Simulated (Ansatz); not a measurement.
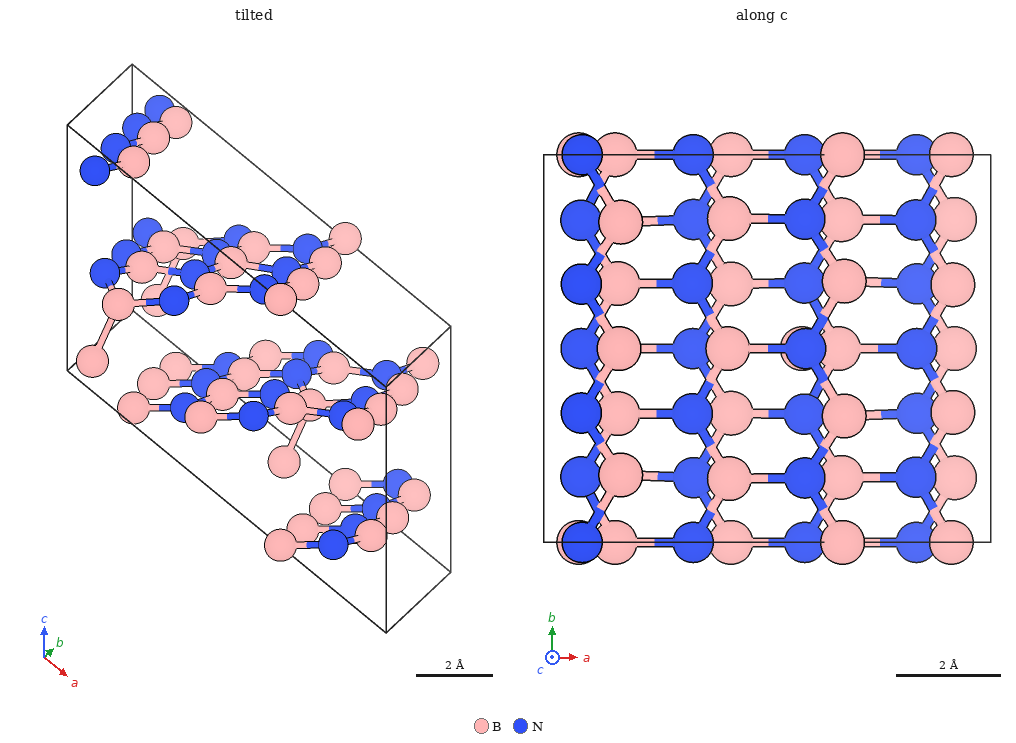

Ball-and-stick drawing of the structure, looking slightly off an axis and along the c axis. Atoms at the boundary of the conventional unit cell (the box) are drawn once for each face, edge or corner they touch. Cell: a = 10.949 Å, b = 7.523 Å, c = 6.679 Å, α = 90.00°, β = 127.59°, γ = 90.00°.

What structure is drawn here?

- The compound is B$_{13}$N$_{12}$.
- Its lattice is base-centred monoclinic, its space group Cm (No. 8).
- The cell has 50 atoms, namely 26 B, 24 N.
- Coordination numbers (contacts within bonding distance): B 2 to 4 (mean 3.0) and N 3 to 4 (mean 3.1).

The structure comes from a structure listed in the Materials Project, repeated into a supercell with a point defect put in. The cell was then strained or its atoms displaced on purpose. Ansatz was used for an electronic-structure calculation on it.
